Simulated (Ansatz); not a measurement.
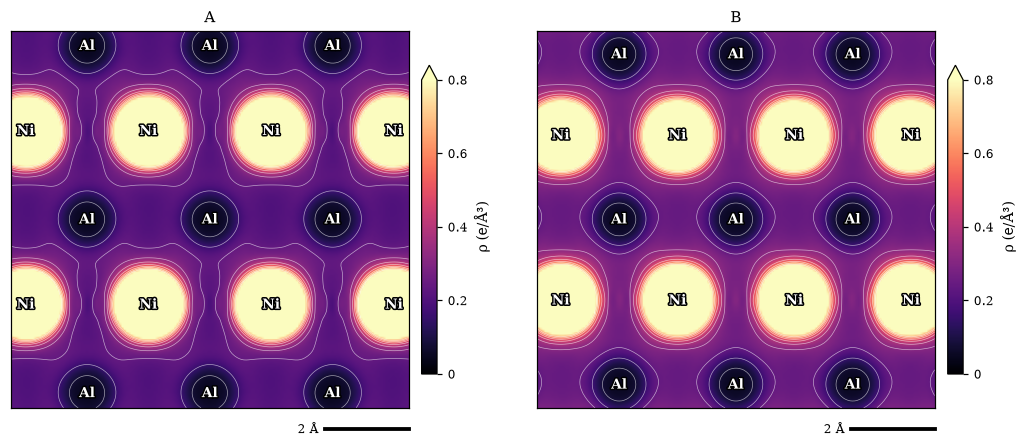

AlNi. The valence electron density of two cells that differ in size, on the (011̄) plane of each (indices in the axes of the calculation cell), at one length scale and on one colour scale; one has 10.9 and the other 12.6 Å³ an atom.

The calculation used Ansatz 0.2.0, DFT PBEsol, scalar-relativistic, plane waves, PAW.

In a PAW calculation such maps are meaningful between the atoms, not at the nuclei.

The larger cell:

```xyz
2
Lattice="2.9334 0.0000 0.0000 0.0000 2.9334 0.0000 0.0000 0.0000 2.9334" Properties=species:S:1:pos:R:3 pbc="T T T"
Al    0.0000    0.0000    2.8944
Ni    1.4667    1.4667    1.4846
```

The smaller cell: a = 2.790 Å, b = 2.790 Å, c = 2.790 Å, α = 90.00°, β = 90.00°, γ = 90.00°.

Which panel shows the smaller cell, and what does the compression change?

Panel B is the smaller cell, by 14 % in volume. From the larger cell to the smaller, Al–Ni goes from 2.51 to 2.39 Å, and the density at its midpoint from 0.29 to 0.35 e/Å³; the pressure goes from −11 to 16 GPa.

PAW datasets: the set soft_1.
